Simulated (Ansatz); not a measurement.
# Ti₁₂B: geometry relaxation (part 3 of 3)

Ti₁₂B (slab, 13 atoms in the cell); DFT LDA, scalar-relativistic, plane waves, PAW, PAW set soft_1, no spin polarisation (Ansatz 0.2.0); cutoff 420 eV, 6×6×1 k-mesh, Gaussian smearing of 0.1 eV. The structure derives from an entry of the Crystallography Open Database. The input holds or restrains some coordinates. Forces given for the steps count only the free coordinates.

Geometry of the input (Å; fractional positions):
```
5.6584  0.0000  0.0000
-2.8292  4.9003  0.0000
0.0000  0.0000  19.8826
Ti 0.3333  0.1667  0.2012
Ti 0.3333  0.6667  0.2012
Ti 0.8333  0.1667  0.2012
Ti 0.8333  0.6667  0.2012
Ti 0.1667  0.3333  0.3114
Ti 0.1667  0.8333  0.3114
Ti 0.6667  0.3333  0.3114
Ti 0.6667  0.8333  0.3114
Ti 0.0000  0.0000  0.4216
Ti -0.0000  0.5000  0.4216
Ti 0.5000  0.0000  0.4216
Ti 0.5000  0.5000  0.4216
B  0.0833  0.3333  0.5021
```

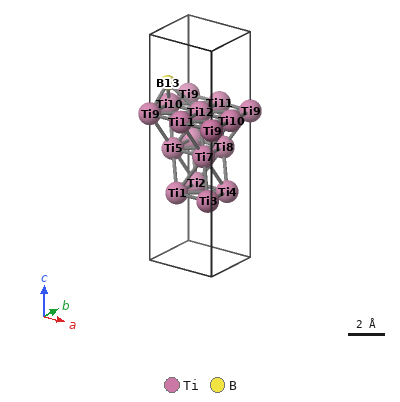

Fig. 1: The geometry at step 4 of the log (ball-and-stick view of the cell of the calculation, with the vacuum cut short, seen slightly off an axis; atoms are numbered from 1 in the order of the input).

Notes

Notes on the run: the PAW datasets were made with another functional; the exchange-correlation potential is rough where the density is thin.
